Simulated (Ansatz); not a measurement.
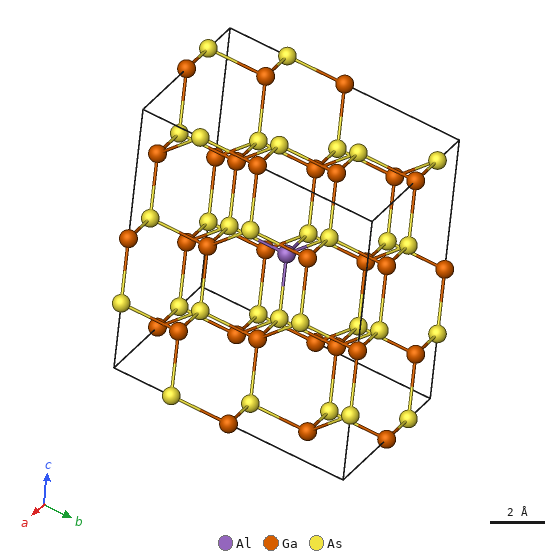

Structure drawing (ball-and-stick), viewed slightly off an axis. The wireframe shows the supercell. The host is GaAs, in a cell of 32 sites, and the cell is neutral.

> What kind of defect was put in?

Aluminium on a gallium site (a substitutional impurity). It is bonded to four As in a tetrahedral arrangement at about 2.4 Å.

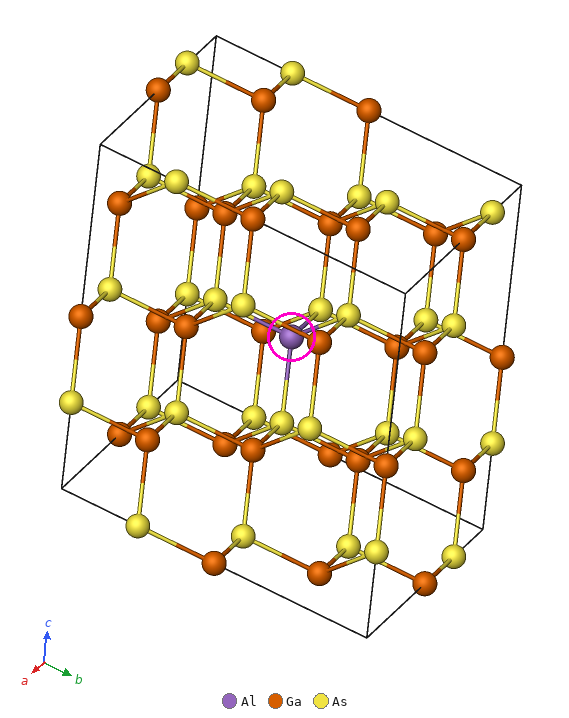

The same cell with a ring at the defect's site.

The atoms were relaxed in the host's cell with DFT PBEsol, scalar-relativistic, plane waves, PAW (Ansatz 0.2.0).
